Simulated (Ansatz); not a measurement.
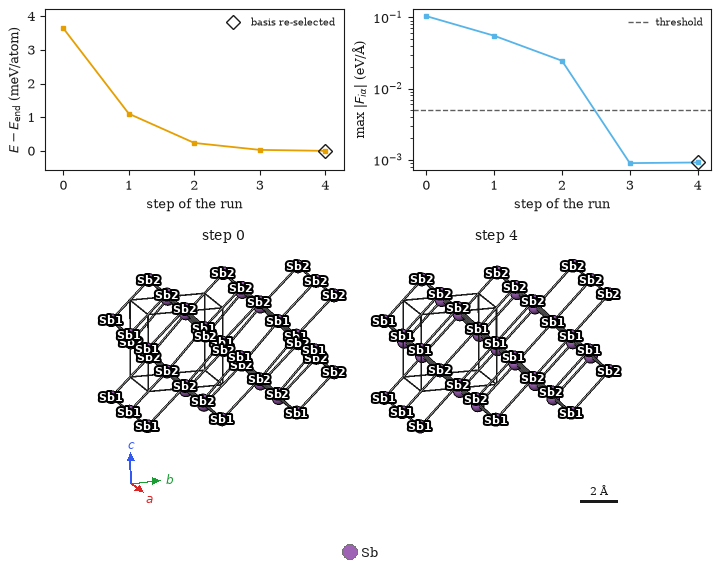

First and last geometry of a relaxation of crystalline Sb (set up in P2_1/m), with the history of the run. Style: ball-and-stick. Shown: the cell of the calculation, repeated 2 × 2 × 1 with one cell outlined, slightly off an axis.

Level of theory: DFT PBE, scalar-relativistic, plane waves, PAW (Ansatz). (plane-wave cutoff 420 eV; k-point mesh 14 × 10 × 10; occupations gaussian; smearing width 0.1 eV; no spin polarisation; cell and atoms relaxed; force threshold 0.005 eV/Å; at most 80 steps)

What do the curves and the structures tell?

Answer. It converged. Over 3 accepted moves (4 points after the start) the energy falls by 3.6 meV per atom. The largest force component goes from 0.1 to 0.00092 eV/Å. The pressure goes from 0.41 to 0.00 GPa. The SCF was repeated once at an unchanged geometry on a basis and grid sized afresh for the cell, which shifted the energy by less than 0.05 meV per atom at most. The largest moves relative to the cell, 0.053 Å, are those of Sb1 and Sb2. Sb1 goes along [3 0 −2]. Cell: a 3.122 → 3.110 Å (−0.4 %), b 4.348 → 4.396 Å (+1.1 %), c 4.406 → 4.395 Å (−0.2 %), β 90.5° → 90.1°. Volume +0.5 %. Near-neighbour distances that change, for instance: Sb1–Sb2 3.040 → 3.109 Å, Sb1–Sb2 (another image) 3.152 → 3.108 Å, Sb1–Sb1 3.122 → 3.110 Å. Bond angles that change, for instance: Sb2–Sb1–Sb2 176.7° → 180.0°, Sb2–Sb1–Sb2 87.2° → 90.0°. The space group (tolerance 0.01 Å) goes from P2_1/m (No. 11) to Pm-3m (No. 221).
